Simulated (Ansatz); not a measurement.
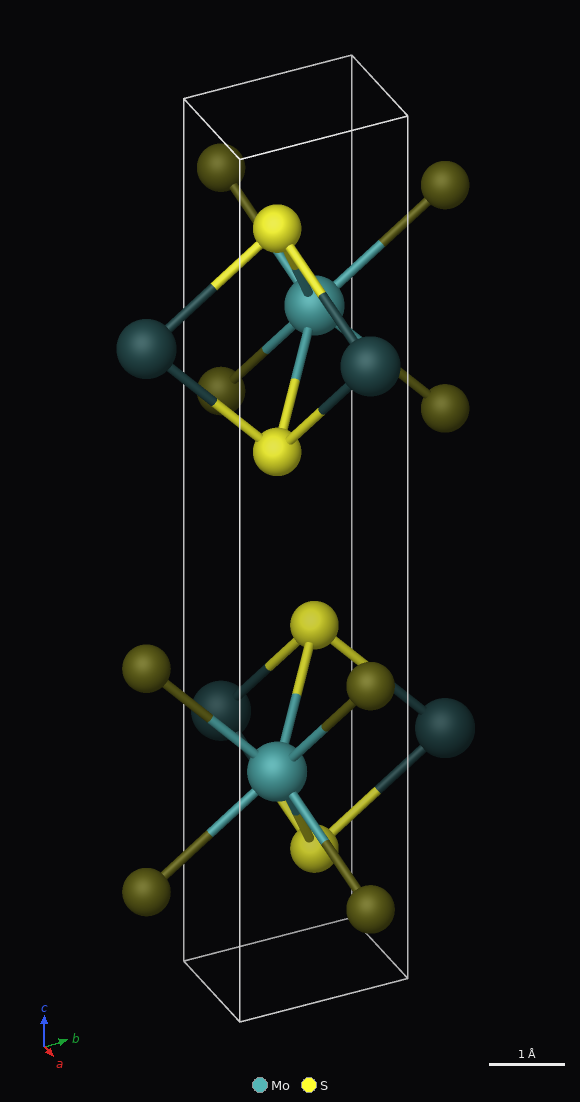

Ball-and-stick representation of a periodic structure, projected slightly off an axis. The unit cell is drawn as a box. Outside the box, the atoms bonded to those within are drawn, in fainter colours. Cell: a = 3.15 Å, b = 3.15 Å, c = 12.09 Å, α = 90.00°, β = 90.00°, γ = 120.00°.

Provenance: a structure listed in the Materials Project. Earlier steps of the study may have refined or changed the cell and positions. Ansatz was used for an electronic-structure calculation on it.

Question: State composition, symmetry and coordination.

Answer: The material is MoS₂. Within 0.01 Å the space group is P6_3/mmc (No. 194), primitive hexagonal: 2H molybdenite (MoS₂) type. Content of the cell: 2 Mo, 4 S (Z = 2). Mo is coordinated by six S in a trigonal prismatic arrangement at about 2.4 Å. S is coordinated by three Mo in a trigonal pyramidal arrangement at about 2.4 Å. Not all metal-metal contacts are counted. The bonds build MoS2 layers parallel to (001).

The numbers come from DFT LDA, scalar-relativistic, plane waves, PAW (Ansatz 0.2.0), using wavefunction cutoff 420 eV, k-point mesh 12×12×4, Gaussian smearing of 0.02 eV, no spin polarisation.

Question: Classify it as metallic or gapped, with the value.

Answer: A semiconductor at this level, with a gap of 0.71 eV, indirect.

Question: What charge does Bader's analysis assign to each element?

Answer: Mo +1.15 e; S -0.58 e.

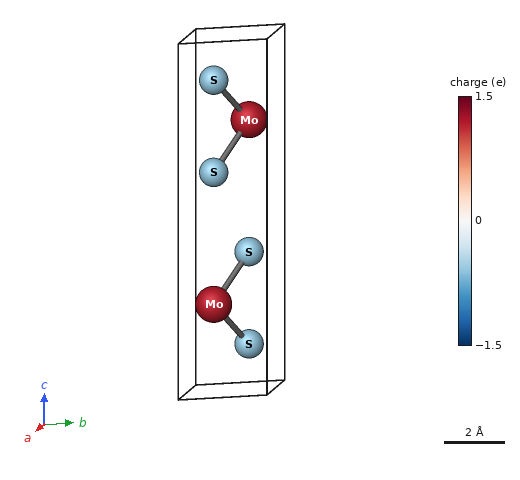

The atoms coloured by those charges. The run's cell of 6 atoms is drawn.

Question: Are forces and stress small enough to call this relaxed?

Answer: No. The largest force is 0.40 eV/Å, on S. The pressure is -3.9 GPa, so the cell would contract.

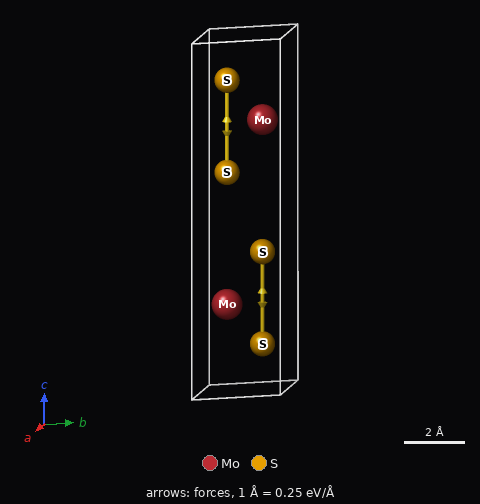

The forces as arrows. The run's cell of 6 atoms is drawn.
